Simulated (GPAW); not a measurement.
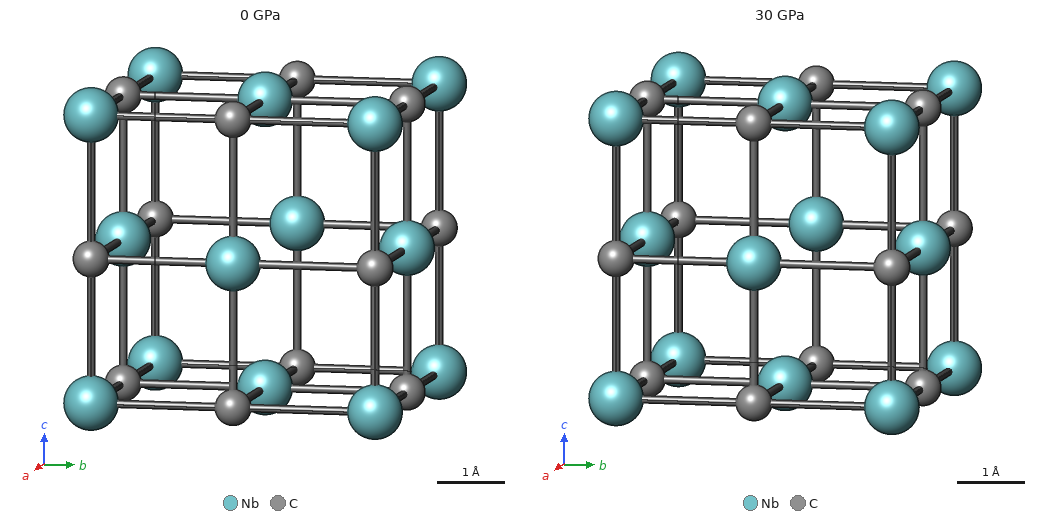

Nb₄C₃, space group Pm-3m (No. 221), relaxed (cell and atoms) under a series of hydrostatic pressures; the conventional cell is drawn at the lowest and the highest, to one scale (sticks follow a distance rule). The start was a structure listed in the Materials Project. It needn't be the stable form of this composition.

Alike in all runs: GPAW 26.7.0; functional PBEsol; potentials PAW data sets generated in the run's folder for this functional; cutoff 800 eV; k mesh 5 × 5 × 5 on the run's cell of 7 atoms; occupations fermi-dirac, width 0.05 eV; no spin polarisation; no spin-orbit coupling.

```tsv
pressure (GPa)	volume (Å³/atom)	a (Å)
0.0	12.225	4.407
2.0	12.141	4.397
4.9	?	?
9.9	11.835	4.359
20.1	11.490	4.317
30.0	11.200	4.280
```

Question: Fit a third-order Birch-Murnaghan equation to the rows given and use it to fill in the volume that is left out.

Answer: The fit gives V0 = 12.22 Å³/atom, B0 = 286 GPa and B0′ = 4.2, which puts the volume at 4.9 GPa at 12.02 Å³/atom. The run gave volume 12.021 Å³/atom; a 4.382 Å.

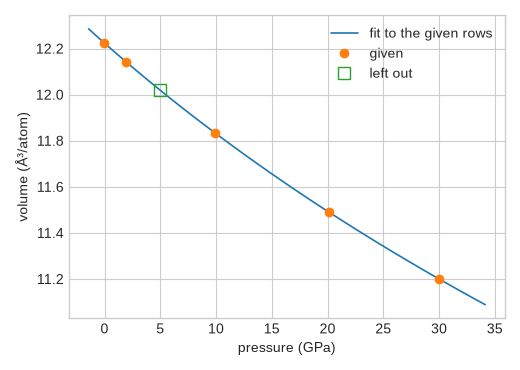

Volume against pressure, with the fit. The structure was kept in its own symmetry, so a change to another phase within this range wouldn't be seen.

Caveat: later steps reuse the first step's grids.
